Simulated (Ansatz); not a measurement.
BN: single-point calculation (part 1 of 2)

BN (P6₃/mmc, 64 atoms in the cell), computed with DFT PBE+D3(BJ), scalar-relativistic, plane waves, PAW, no spin polarisation (Ansatz 0.2.0).

The structure derives from an entry of the Crystallography Open Database.

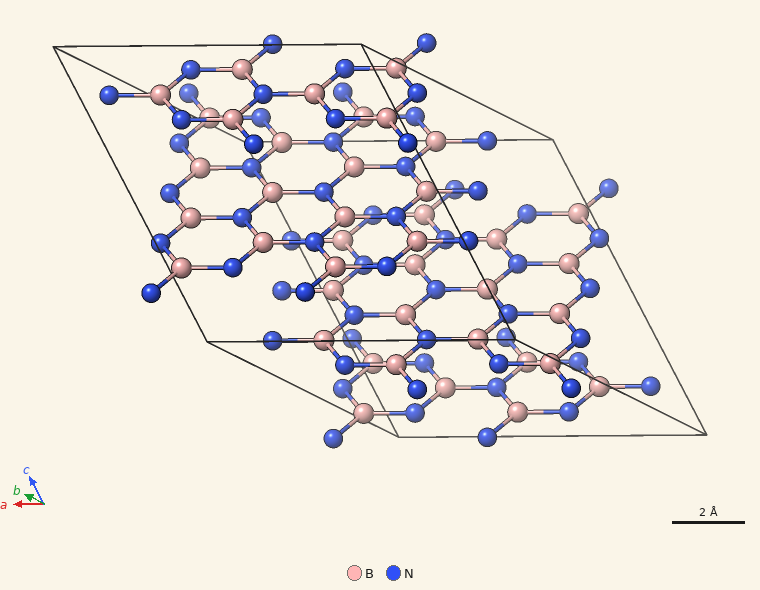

**Figure 1.** The structure as given in the input (ball-and-stick view of the cell of the calculation, seen at an oblique angle; bonded neighbours outside the cell are drawn too). An atom can appear more than once, as a periodic image. Near neighbours in the periodic cell (some may lie outside the picture): B has 3 N at 1.45 Å; N has 3 B at 1.45 Å.

### The input
```yaml
crystal:
  lattice:
    - [0.0, 8.6825123375, 0.0]
    - [5.0128508353, 4.3412561688, -6.6141239334]
    - [-5.0128508353, 4.3412561688, -6.6141239334]
  atoms:
    - { symbol: B, position: [0.2916666667, 0.875, 0.875] }
    - { symbol: B, position: [0.2916666667, 0.125, 0.625] }
    - { symbol: B, position: [0.5416666667, 0.0, 0.75] }
    - { symbol: B, position: [0.2916666667, 0.375, 0.375] }
    - { symbol: B, position: [0.7916666667, 0.875, 0.875] }
    - { symbol: B, position: [0.5416666667, 0.25, 0.5] }
    - { symbol: B, position: [0.7916666667, 0.125, 0.625] }
    - { symbol: B, position: [0.0416666667, 0.0, 0.75] }
    - { symbol: B, position: [0.2916666667, 0.625, 0.125] }
    - { symbol: B, position: [0.5416666667, 0.5, 0.25] }
    - { symbol: B, position: [0.7916666667, 0.375, 0.375] }
    - { symbol: B, position: [0.0416666667, 0.25, 0.5] }
    - { symbol: B, position: [0.5416666667, 0.75, 0.0] }
    - { symbol: B, position: [0.7916666667, 0.625, 0.125] }
    - { symbol: B, position: [0.0416666667, 0.5, 0.25] }
    - { symbol: B, position: [0.0416666667, 0.75, 0.0] }
    - { symbol: B, position: [0.4583333333, 0.75, 0.5] }
    - { symbol: B, position: [0.4583333333, 0.0, 0.25] }
    - { symbol: B, position: [0.7083333333, 0.875, 0.375] }
    - { symbol: B, position: [0.4583333333, 0.25, 0.0] }
    - { symbol: B, position: [0.9583333333, 0.75, 0.5] }
    - { symbol: B, position: [0.7083333333, 0.125, 0.125] }
    - { symbol: B, position: [0.9583333333, 0.0, 0.25] }
    - { symbol: B, position: [0.2083333333, 0.875, 0.375] }
    - { symbol: B, position: [0.4583333333, 0.5, 0.75] }
    - { symbol: B, position: [0.7083333333, 0.375, 0.875] }
    - { symbol: B, position: [0.9583333333, 0.25, 0.0] }
    - { symbol: B, position: [0.2083333333, 0.125, 0.125] }
    - { symbol: B, position: [0.7083333333, 0.625, 0.625] }
    - { symbol: B, position: [0.9583333333, 0.5, 0.75] }
    - { symbol: B, position: [0.2083333333, 0.375, 0.875] }
    - { symbol: B, position: [0.2083333333, 0.625, 0.625] }
    - { symbol: "N", position: [0.5416666667, 0.625, 0.625] }
    - { symbol: "N", position: [0.5416666667, 0.875, 0.375] }
    - { symbol: "N", position: [0.7916666667, 0.75, 0.5] }
    - { symbol: "N", position: [0.5416666667, 0.125, 0.125] }
    - { symbol: "N", position: [0.0416666667, 0.625, 0.625] }
    - { symbol: "N", position: [0.7916666667, 0.0, 0.25] }
    - { symbol: "N", position: [0.0416666667, 0.875, 0.375] }
    - { symbol: "N", position: [0.2916666667, 0.75, 0.5] }
    - { symbol: "N", position: [0.5416666667, 0.375, 0.875] }
    - { symbol: "N", position: [0.7916666667, 0.25, 0.0] }
    - { symbol: "N", position: [0.0416666667, 0.125, 0.125] }
    - { symbol: "N", position: [0.2916666667, 0.0, 0.25] }
    - { symbol: "N", position: [0.7916666667, 0.5, 0.75] }
    - { symbol: "N", position: [0.0416666667, 0.375, 0.875] }
    - { symbol: "N", position: [0.2916666667, 0.25, 0.0] }
    - { symbol: "N", position: [0.2916666667, 0.5, 0.75] }
    - { symbol: "N", position: [0.2083333333, 0.0, 0.75] }
    - { symbol: "N", position: [0.2083333333, 0.25, 0.5] }
    - { symbol: "N", position: [0.4583333333, 0.125, 0.625] }
    - { symbol: "N", position: [0.2083333333, 0.5, 0.25] }
    - { symbol: "N", position: [0.7083333333, 0.0, 0.75] }
    - { symbol: "N", position: [0.4583333333, 0.375, 0.375] }
    - { symbol: "N", position: [0.7083333333, 0.25, 0.5] }
    - { symbol: "N", position: [0.9583333333, 0.125, 0.625] }
    - { symbol: "N", position: [0.2083333333, 0.75, 0.0] }
    - { symbol: "N", position: [0.4583333333, 0.625, 0.125] }
    - { symbol: "N", position: [0.7083333333, 0.5, 0.25] }
    - { symbol: "N", position: [0.9583333333, 0.375, 0.375] }
    - { symbol: "N", position: [0.4583333333, 0.875, 0.875] }
    - { symbol: "N", position: [0.7083333333, 0.75, 0.0] }
    - { symbol: "N", position: [0.9583333333, 0.625, 0.125] }
    - { symbol: "N", position: [0.9583333333, 0.875, 0.875] }
basis:
  ecutwfc: 420
  xc_grid: 2
kpoints:
  mp_grid: { grid: [2, 2, 2], shift: [0.0, 0.0, 0.0] }
hamiltonian:
  xc: pbe
  dispersion: d3bj
scf:
  occupations: { method: gaussian, width: 0.01 }
output:
  forces: true
  stress: true
  eigenvalues: true
  write_density: true
  write_potential: true
  elf: true
  volumetric_format: npy
```

Launch command:
```bash
ansatz run input.yaml --threads 4 --pin off --max-ram 10240MiB --backend cpu --events-out ev --progress --plain --runs-dir out
```

### Log
```
Engine: ansatz 0.2.0, x86_64-unknown-linux-gnu
Pseudopotentials: kind: paw
Pseudopotential: B, paw, valence charge 3, recommended cutoff 420 eV (normal), B.paw.azcp
Pseudopotential: N, paw, valence charge 5, recommended cutoff 420 eV (normal), N.paw.azcp
Functional definition: PBE
  parameter kappa = 0.804
  parameter beta = 0.06672455060314922
  exchange = pbe_x(kappa = kappa, mu = beta*pi^2/3)
  correlation = pbe_c(beta = beta)
Crystal: 64 atoms, lattice volume = 575.748 Å³
Basis set: ecut = 420 eV, 11305 PW (Γ), exchange–correlation on 120×128×128 points (8 copies of the dense FFT grid, shifted against one another)
Bands: 192, of which v1, the nominal top of the filled ones, is band 128 counted from 1 (127 counted from 0)
Symmetry: 128 space group operations
Space group: P63/mmc (ITA 194), of the structure as read, at distance tolerance 8.3e-5 Å
k-points: 5 of 8
Non-local potential: B, projectors of the file, l = 0: 2, l = 1: 2, l = 2: 1
Non-local potential: N, projectors of the file, l = 0: 2, l = 1: 2, l = 2: 1
PAW form: soft (Blöchl's): semilocal exchange-correlation on the pseudo side does not see the compensation charge
PAW one-centre angular grid: B, 110 points (default); XC on 64 Gauss nodes
PAW one-centre angular grid: N, 110 points (default); XC on 64 Gauss nodes
Initial density: superposition of atomic densities (neutral atoms: chi_scale 0, normalization atom), corrected by the library's trained network
Initial wavefunctions: pseudopotential atomic-orbital guess
Functional: x = pbe(κ = 0.804, μ = 0.2195149727645171), c = pbe(β = 0.06672455060314922)
SCF iter   1: F=—  HF=-17365.923966 eV  |F-HF|=—  |Δ(HF+E_count)|=         —  Δρ=1.45e-3  dr2=3.25e-3  ethr=1.77e-3  ⟨swp⟩=6.4  Hψ=4312  notcnv=0  defer=115
preconditioner: auto → Resta (q_TF=auto, 2.384 Å⁻¹)  ε∞=3.5  [insulator: Δε(μ)=4.245 eV  Ē_g=15.792 eV  σ=0.010 eV  W_gap=1.00  n_scr=128 (ndim 8)  ℏωp=24.8 eV  f_vac=0.020  D(μ)=0.00/eV (n_scr^D=0)  ε∞_Penn≈3.5]
SCF iter   2: F=—  HF=-17365.942494 eV  |F-HF|=—  |Δ(HF+E_count)|=   1.85e-2  Δρ=7.73e-4  dr2=6.51e-4  ethr=1.27e-6  ⟨swp⟩=2.4  Hψ=1784  notcnv=0  defer=287
SCF iter   3: F=—  HF=-17365.948679 eV  |F-HF|=—  |Δ(HF+E_count)|=   6.19e-3  Δρ=2.01e-4  dr2=1.09e-4  ethr=2.54e-7  ⟨swp⟩=2.0  Hψ=1346  notcnv=0  defer=287
SCF iter   4: F=—  HF=-17365.949060 eV  |F-HF|=—  |Δ(HF+E_count)|=   3.80e-4  Δρ=3.94e-5  dr2=8.79e-6  ethr=4.28e-8  ⟨swp⟩=2.0  Hψ=1313  notcnv=0  defer=287
SCF iter   5: F=—  HF=-17365.949090 eV  |F-HF|=—  |Δ(HF+E_count)|=   3.04e-5  Δρ=9.64e-6  dr2=6.02e-7  ethr=3.43e-9  ⟨swp⟩=2.0  Hψ=1313  notcnv=0  defer=287
SCF iter   6: F=-17365.949091 eV  HF=-17365.949091 eV  |F-HF|=2.60e-8  |Δ(HF+E_count)|=   8.21e-7  Δρ=3.47e-6  dr2=2.80e-8  ethr=3.91e-11  ⟨swp⟩=24.8  Hψ=8828  notcnv=0
SCF 1 converged in 6 iterations: F = -17365.949091 eV  dr2 = 2.80e-8
  greatest PAW one-centre occupation: 0.797 electrons in one spin orbital (limit 2), on the N atom at site 63 (counted from 0), in its partial waves of l = 0
SCF converged after 6 iterations
Free energy (F): -17365.949091 eV
Harris-Foulkes:  -17365.949091 eV  (|F-HF|=2.60e-8)
Internal energy: -17365.949091 eV  (E = F + TS)
E sigma→0 (E₀):  -17365.949091 eV
Fermi energy:    6.917513 eV
--- Per-component energies (eV) ---
  E_band       = -599.033930
  E_kinetic    = 5866.506955
  E_local      = -11017.252615  (includes V_loc(G=0)·N_el)
  E_nonlocal   = 1849.681498
  E_hartree    = 3546.522935
  E_xc         = -2950.323288
  E_vxc        = -3660.412341  (∫ρ·V_xc dr)
  E_paw        = -6617.839295  (= ΣΔE_a)
  E_vpaw       = -730.601781  (= ΣTr[D̂ρ^β])
  E_aug_tail   = 0.003276  (compensation charges beyond the density's cutoff)
  E_ewald      = -8034.187661
  E_disp       = -9.060895  (pairwise vdW)
  E_smearing   = -0.000000  (= −TS)
  E_closure    = 0.000000  (closes the sum)
  Σ components = -17365.949091   (vs F -17365.949091, Δ=0.00e0)
--- Forces (eV/Å), atoms counted from 1 ---
  atom   1  B     -0.00000000    -0.00275318    -0.00000000
  atom   2  B     -0.00000000    -0.00275318    -0.00000000
  atom   3  B     -0.00000000    -0.00275318    -0.00000000
  atom   4  B     -0.00000000    -0.00275318    -0.00000000
  atom   5  B     -0.00000000    -0.00275318    -0.00000000
  atom   6  B     -0.00000000    -0.00275318    -0.00000000
  atom   7  B     -0.00000000    -0.00275318    -0.00000000
  atom   8  B     -0.00000000    -0.00275318    -0.00000000
  atom   9  B     -0.00000000    -0.00275318    -0.00000000
  atom  10  B     -0.00000000    -0.00275318    -0.00000000
  atom  11  B     -0.00000000    -0.00275318    -0.00000000
  atom  12  B     -0.00000000    -0.00275318    -0.00000000
  atom  13  B     -0.00000000    -0.00275318    -0.00000000
  atom  14  B     -0.00000000    -0.00275318    -0.00000000
  atom  15  B     -0.00000000    -0.00275318    -0.00000000
  atom  16  B     -0.00000000    -0.00275318    -0.00000000
  atom  17  B      0.00000000     0.00275318     0.00000000
  atom  18  B      0.00000000     0.00275318     0.00000000
  atom  19  B      0.00000000     0.00275318     0.00000000
  atom  20  B      0.00000000     0.00275318     0.00000000
  atom  21  B      0.00000000     0.00275318     0.00000000
  atom  22  B      0.00000000     0.00275318     0.00000000
  atom  23  B      0.00000000     0.00275318     0.00000000
  atom  24  B      0.00000000     0.00275318     0.00000000
  atom  25  B      0.00000000     0.00275318     0.00000000
  atom  26  B      0.00000000     0.00275318     0.00000000
  atom  27  B      0.00000000     0.00275318     0.00000000
  atom  28  B      0.00000000     0.00275318     0.00000000
  atom  29  B      0.00000000     0.00275318     0.00000000
  atom  30  B      0.00000000     0.00275318     0.00000000
  atom  31  B      0.00000000     0.00275318     0.00000000
  atom  32  B      0.00000000     0.00275318     0.00000000
  atom  33  N     -0.00000000    -0.00207521    -0.00000000
  atom  34  N     -0.00000000    -0.00207521    -0.00000000
  atom  35  N     -0.00000000    -0.00207521    -0.00000000
  atom  36  N     -0.00000000    -0.00207521    -0.00000000
  atom  37  N     -0.00000000    -0.00207521    -0.00000000
  atom  38  N     -0.00000000    -0.00207521    -0.00000000
  atom  39  N     -0.00000000    -0.00207521    -0.00000000
  atom  40  N      0.00000000    -0.00207521    -0.00000000
  atom  41  N     -0.00000000    -0.00207521    -0.00000000
  atom  42  N     -0.00000000    -0.00207521    -0.00000000
  atom  43  N     -0.00000000    -0.00207521    -0.00000000
  atom  44  N      0.00000000    -0.00207521    -0.00000000
  atom  45  N     -0.00000000    -0.00207521    -0.00000000
  atom  46  N     -0.00000000    -0.00207521    -0.00000000
  atom  47  N      0.00000000    -0.00207521    -0.00000000
  atom  48  N     -0.00000000    -0.00207521    -0.00000000
  atom  49  N      0.00000000     0.00207521     0.00000000
  atom  50  N      0.00000000     0.00207521     0.00000000
  atom  51  N      0.00000000     0.00207521     0.00000000
  atom  52  N      0.00000000     0.00207521     0.00000000
  atom  53  N     -0.00000000     0.00207521     0.00000000
  atom  54  N      0.00000000     0.00207521     0.00000000
  atom  55  N     -0.00000000     0.00207521     0.00000000
  atom  56  N      0.00000000     0.00207521     0.00000000
  atom  57  N      0.00000000     0.00207521     0.00000000
  atom  58  N      0.00000000     0.00207521     0.00000000
  atom  59  N      0.00000000     0.00207521     0.00000000
  atom  60  N      0.00000000     0.00207521     0.00000000
  atom  61  N      0.00000000     0.00207521     0.00000000
  atom  62  N      0.00000000     0.00207521     0.00000000
  atom  63  N      0.00000000     0.00207521     0.00000000
  atom  64  N      0.00000000     0.00207521     0.00000000
  max |Σ_I F_I| component: 4.60e-17 eV/Å
--- Stress (GPa, compression-positive) ---
        0.007263      -0.000000      -0.000000
       -0.000000       0.038249       0.000000
       -0.000000       0.000000      -0.015428
  P = ⅓ Tr σ = 0.0100 GPa (0.100 kbar)
--- Band table (eV; the first three rows and the last of 5) ---
```
